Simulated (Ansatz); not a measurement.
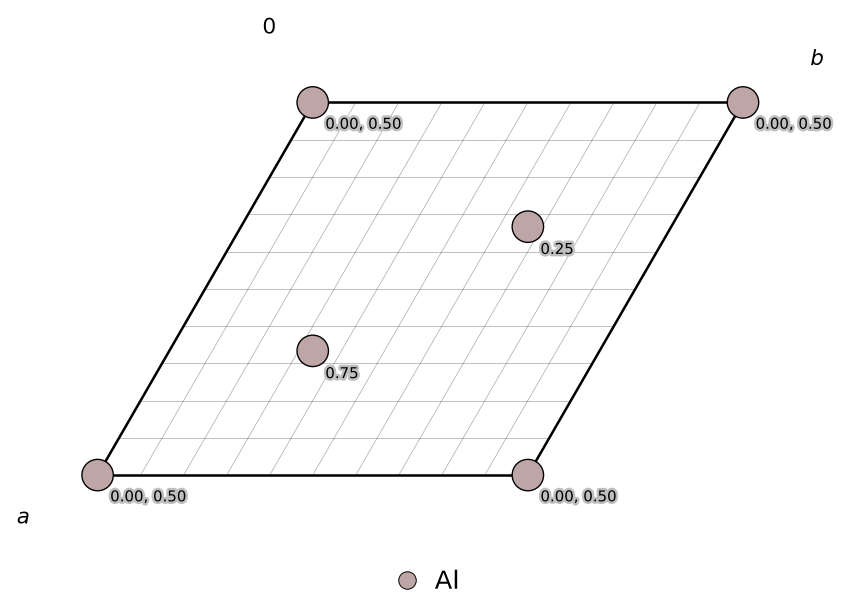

Plan of a unit cell projected along c (a down the page, b across); the numbers are heights as fractions of c, and atoms on the cell's edges are repeated. The grid marks tenths of a and b. Source: the input geometry of an electronic-structure calculation (not necessarily at equilibrium); the starting structure was generated, so it need not be a known form of this composition. Geometry calculated from the standardised cell; symmetry tolerance 0.002 Å.

a = 2.883 Å, b = 2.883 Å, c = 9.733 Å, α = 90.00°, β = 90.00°, γ = 120.00°.

> What does the cell contain?

4 Al: Al, Z = 4.

> Which space group?

No. 194, P6₃/mmc, primitive hexagonal.

> Give the independent sites, coordinates to two places.

| atom | site | symmetry | x | y | z |
| --- | --- | --- | --- | --- | --- |
| Al | 2a | -3m. | 0.00 | 0.00 | 0.00 |
| Al | 2c | -6m2 | 0.33 | 0.67 | 0.25 |
